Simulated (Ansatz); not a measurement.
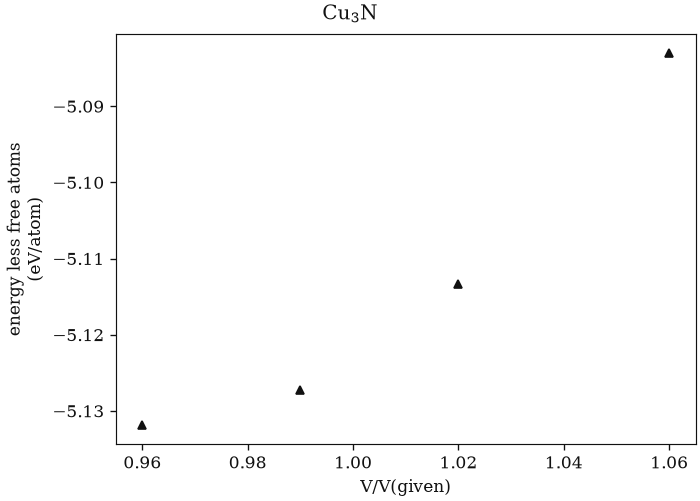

The picture above shows the energy less free atoms against V/V(given) for Cu₃N, space group Pm-3m (No. 221).

Starting cell:
```
CELL_PARAMETERS angstrom
3.81400 0.00000 0.00000
0.00000 3.81400 0.00000
0.00000 0.00000 3.81400
ATOMIC_POSITIONS crystal
Cu 0.50000 0.00000 0.00000
Cu 0.00000 0.50000 0.00000
Cu 0.00000 0.00000 0.50000
N 0.00000 0.00000 0.00000
```

Computed with Ansatz 0.2.0: periodic Kohn-Sham DFT of a crystal at fixed atoms, scaled to the stated factor times the given cell; pressure positive in compression, energy less spherical unpolarised free atoms. Level: PBEsol.

- method: all-electron LAPW
- relativity: scalar
- k mesh: 10×10×10
- occupations: Fermi–Dirac
- smearing width: 0.08 eV
- basis error target: 1 (meV/atom)
- nucleus: Gaussian

V(given) is 13.87 Å³/atom.

From this curve and the settings, what does the calculation give for the pressure at the same points?

The pressure falls from 0.2 GPa at V/V(given) 0.96 to −10.4 GPa at 1.06, and changes sign near 0.96.

| V/V(given) | pressure (GPa) |
| --- | --- |
| 0.96 | 0.2 |
| 0.99 | −3.7 |
| 1.02 | −6.9 |
| 1.06 | −10.4 |

Limits of the calculation: small gap, it may come from the mesh.
